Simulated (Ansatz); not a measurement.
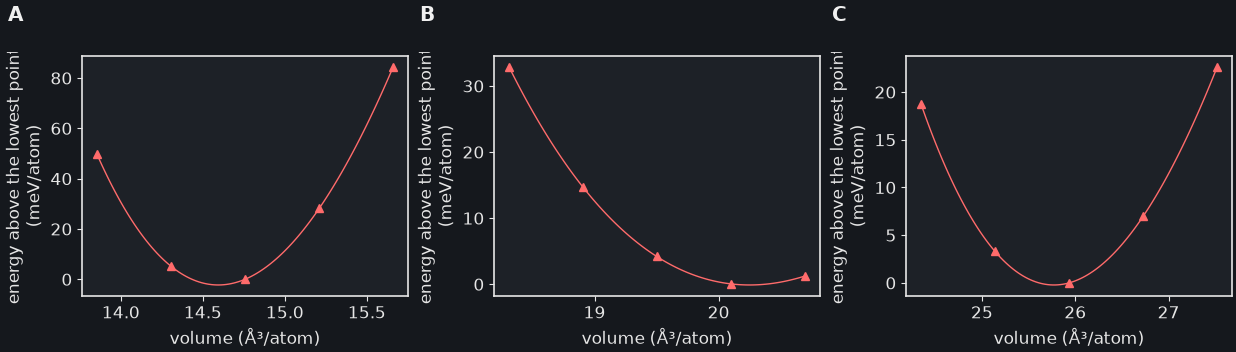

Each panel shows the energy above the lowest point against volume for one of these solids: CuCl, F-43m (No. 216); InP, F-43m (No. 216); Re, Fm-3m (No. 225).

Computed with Ansatz 0.2.0 development build: equation of state of a cubic crystal from periodic Kohn-Sham density functional theory without spin, third-order Birch-Murnaghan fit to the free energies; pressure corrected for the finite basis. Level: HSE06.

Match the panels to the solids.

Answer. A is Re (energy above the lowest point from 0.0 meV/atom to 84.5 meV/atom, V0 14.59 Å³/atom, B0 405 GPa); B is CuCl (energy above the lowest point from 0.0 meV/atom to 32.9 meV/atom, V0 20.25 Å³/atom, B0 46.2 GPa); C is InP (energy above the lowest point from 0.0 meV/atom to 22.7 meV/atom, V0 25.77 Å³/atom, B0 69.5 GPa).

For CuCl, limits of the calculation: modest k-mesh, values are not fully converged in k.

For InP, limits of the calculation: modest k-mesh, values are not fully converged in k.

For Re, limits of the calculation: coarse k-mesh, values are not converged in k; cubic model structure, not the ambient form; pseudopotentials made with PBE, not this functional.
